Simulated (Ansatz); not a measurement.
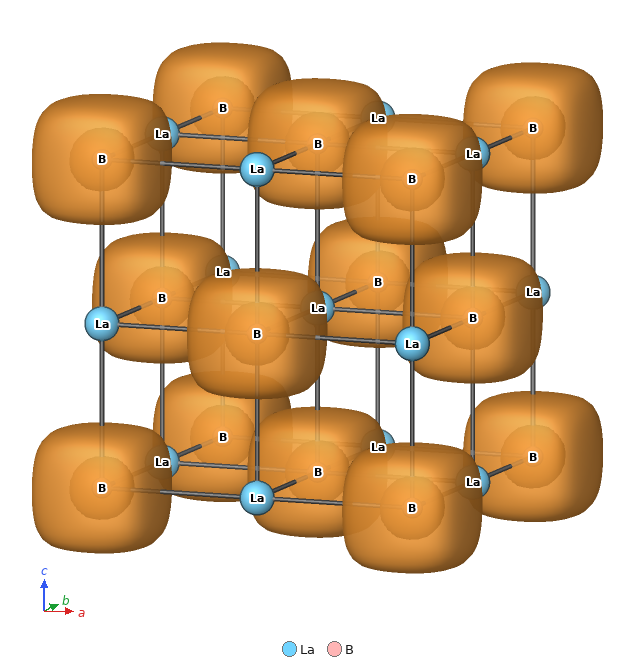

Figure 1: LaB. Isosurface of the electron localisation function at 0.6 (orange), seen slightly off an axis. Only the valence region is drawn (cores and ρ < 0.01 e/Å³ removed). Sticks mark near contacts.

Space group Fm-3m; started from the rocksalt prototype, which need not be the ambient phase; changed on purpose from its base cell (volume × 1.040); computed pressure about −2 GPa in this cell.

The calculation used DFT PBE, scalar-relativistic, plane waves, PAW (Ansatz).

Core electrons are frozen (PAW), and the valence fields are smoothed inside the atomic spheres.

Question: What do the ELF domains correspond to?

Answer: The surface consists of four regions wrapped around B (the valence shell of each), counted in one cell of 8 atoms. Regions shared between cells count once.

Values along the shortest contacts:
La–B (2.87 Å): the ELF peaks at about 0.80 in the valence shell of B, 0.8 Å from its nucleus, and drops to about 0.25 between the two atoms.

Question: Does the calculation give a band gap?

Answer: It is metallic or semimetallic at this level of theory: no gap opens.
